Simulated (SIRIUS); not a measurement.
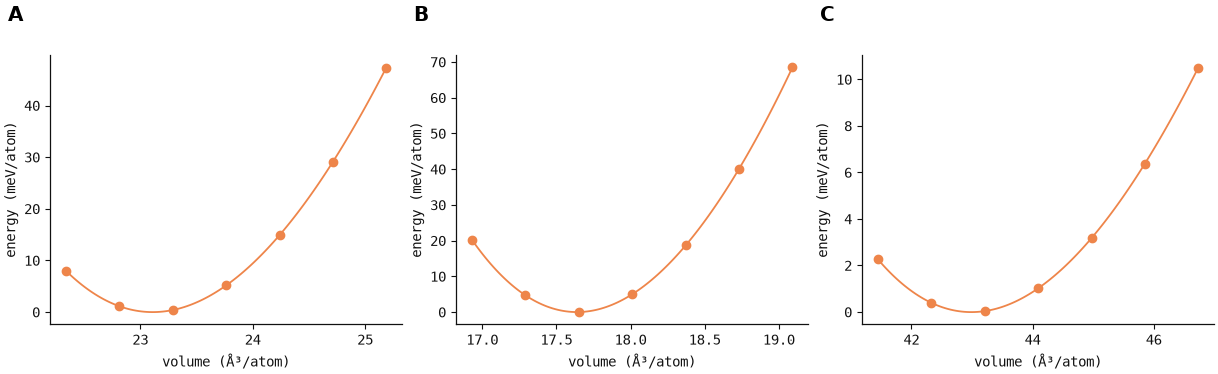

Each panel shows the energy against volume for one of these solids: KI, Fm-3m (No. 225); Ta, Im-3m (No. 229); ZrS₂, P-3m1 (No. 164).

Computed with SIRIUS 7.10.0: plane-wave DFT, no spin polarisation; energies at scaled volumes of the given cell, shape and fractions fixed, counted from the fit's minimum, third-order Birch-Murnaghan fit. Level: PBEsol.

Match the panels to the solids.

A is ZrS₂ (energy from 0.39 meV/atom to 47.35 meV/atom, V0 23.11 Å³/atom, B0 94 GPa); B is Ta (energy from 0.00 meV/atom to 68.47 meV/atom, V0 17.64 Å³/atom, B0 212 GPa); C is KI (energy from 0.04 meV/atom to 10.50 meV/atom, V0 42.99 Å³/atom, B0 12.2 GPa).

For ZrS₂, limits of the calculation: shape and atomic fractions are frozen while scaling, which makes layered, chain and framework solids too stiff.
